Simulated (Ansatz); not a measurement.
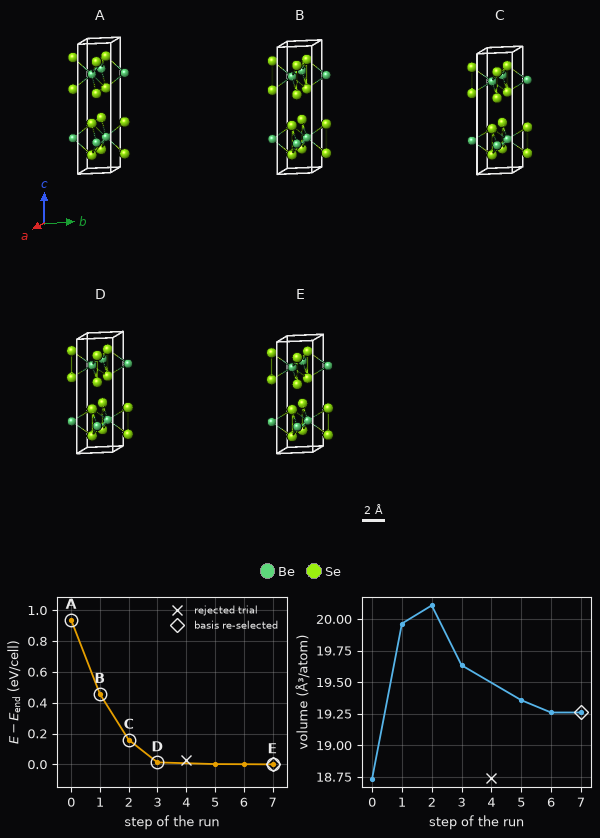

Frames of a relaxation of crystalline BeSe₂ (built on the 2H molybdenite_194 type), marked on the history of the run. Style: ball-and-stick. Shown: the cell of the calculation, slightly off an axis.

Case: 2H molybdenite type (P6_3/mmc, No. 194).

These are results of Ansatz, DFT PBE, scalar-relativistic, plane waves, PAW, not measurements.

The input:
```yaml
crystal:
  lattice:
    - [3.2195195367, 0.0, 0.0]
    - [-1.6097597684, 2.7881857068, 0.0]
    - [0.0, 0.0, 12.5226107713]
  atoms:
    - { symbol: Be, position: [0.3333333333, 0.6666666667, 0.25] }
    - { symbol: Be, position: [0.6666666667, 0.3333333333, 0.75] }
    - { symbol: Se, position: [0.3333333333, 0.6666666667, 0.6275] }
    - { symbol: Se, position: [0.6666666667, 0.3333333333, 0.1275] }
    - { symbol: Se, position: [0.3333333333, 0.6666666667, 0.8725] }
    - { symbol: Se, position: [0.6666666667, 0.3333333333, 0.3725] }
basis:
  ecutwfc: 420
kpoints:
  mp_grid: { grid: [12, 12, 4] }
hamiltonian:
  xc: pbe
scf:
  occupations: { method: gaussian, width: 0.1 }
output:
  forces: true
  stress: true
  eigenvalues: true
relax:
  adjacent_minimum: "off"
  f_tol: 0.01
  max_steps: 80
  cell: { stress_tol: 0.05 }
```

Run as
```bash
ansatz run input.yaml --threads 1 --pin off --max-ram 2560MiB --backend cpu --events-out ev --progress --plain --runs-dir out
```

**What happens along the run?**

After 5 accepted moves (7 points after the start) the energy has fallen by 0.938 eV per cell of the calculation. The largest force component goes from 0.29 to 0.0028 eV/Å. Pressure: 0.02 GPa at the start and −0.02 GPa at the end. The line search rejected the trial step at point 4 of the run. At 1 point the geometry stayed and the basis and grid were re-selected for the new cell (energy shift of 1.1 meV per cell of the calculation at most each time). The largest moves relative to the cell, 0.023 Å, are those of Se3, Se4, Se5 and Se6. Se5 goes along −c. Be stays in place. The drawn cell changes as follows: a = b 3.220 → 3.521 Å (+9.4 %), c 12.523 → 10.766 Å (−14.0 %); the volume changes by +2.8 %. Near-neighbour distances that change, for instance: Se3–Se5 3.068 → 2.592 Å, Se3–Se3 3.220 → 3.521 Å. Bond angles that change, for instance: Se3–Be2–Se5 79.1° → 65.0°, Se3–Be2–Se3 83.8° → 93.8°, Be2–Se5–Be2 83.8° → 93.8°. The space group stays P6_3/mmc (No. 194). From step 0 to 1: Se atoms move most (0.09 Å), volume +6.6 %, energy −0.481 eV per cell of the calculation. From step 1 to 2: Se atoms move most (0.08 Å), volume +0.7 %, energy −0.297 eV per cell of the calculation. From step 2 to 3: Se atoms move most (0.10 Å), volume −2.4 %, energy −0.147 eV per cell of the calculation. From step 3 to 7: Se atoms move most (0.03 Å), volume −1.9 %, energy −12.7 meV per cell of the calculation.

| step | E − E(0), meV/atom | largest force component, eV/Å | pressure, GPa | volume, Å³/atom | note |
| --- | --- | --- | --- | --- | --- |
| 0 | 0.00 | 0.2857 | 0.02 | 18.735 |  |
| 1 | -80.20 | 0.7048 | -0.91 | 19.965 |  |
| 2 | -129.74 | 0.6402 | 3.00 | 20.109 |  |
| 3 | -154.16 | 0.0603 | 0.03 | 19.635 |  |
| 4 | -151.86 | 0.1449 | 1.12 | 18.740 | rejected |
| 5 | -155.98 | 0.0083 | -0.10 | 19.358 |  |
| 6 | -156.10 | 0.0029 | -0.04 | 19.260 |  |
| 7 | -156.28 | 0.0028 | -0.02 | 19.260 | same geometry, new basis |
